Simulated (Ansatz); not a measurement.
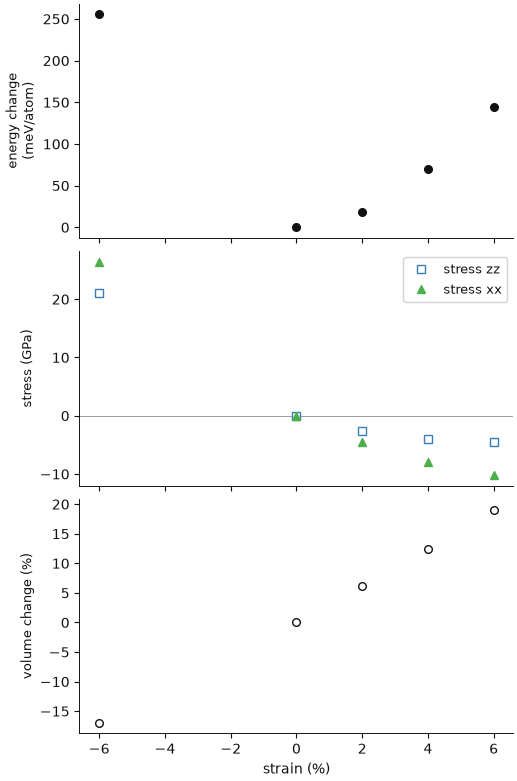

The figure shows the energy change, stress zz, volume change and stress xx against strain for Te₂Pt, space group P-3m1 (No. 164).

Cell as given: a = 4.053 Å, b = 4.053 Å, c = 5.091 Å, α = 90.00°, β = 90.00°, γ = 120.00°; 3 atoms.

How it was computed, with Ansatz 0.2.0: energy, stress and cell of a relaxed crystal along a series of strains, atoms and what the cell freedom names relaxed within the symmetry; stress is positive in compression; plane waves with PAW datasets, Γ-centred k mesh; energies extrapolated to zero smearing. Level: PBE with D3(BJ), no spin polarisation.

- wave cutoff: 420 eV
- k mesh: 12×12×8
- occupations: Gaussian
- smearing width: 0.1 eV
- strain kind: isotropic
- cell freedom: cell held, all vectors scaled

The stress yy equals the stress xx.

The points at strain −4 % and −2 % are left out of the plot. What values does the calculation give there?

```json
{"strain (%)": "-4", "energy change (meV/atom)": "103", "stress zz (GPa)": "11.14", "volume change (%)": "-11.53", "stress xx (GPa)": "14.72"}
{"strain (%)": "-2", "energy change (meV/atom)": "23", "stress zz (GPa)": "4.44", "volume change (%)": "-5.88", "stress xx (GPa)": "6.24"}
```
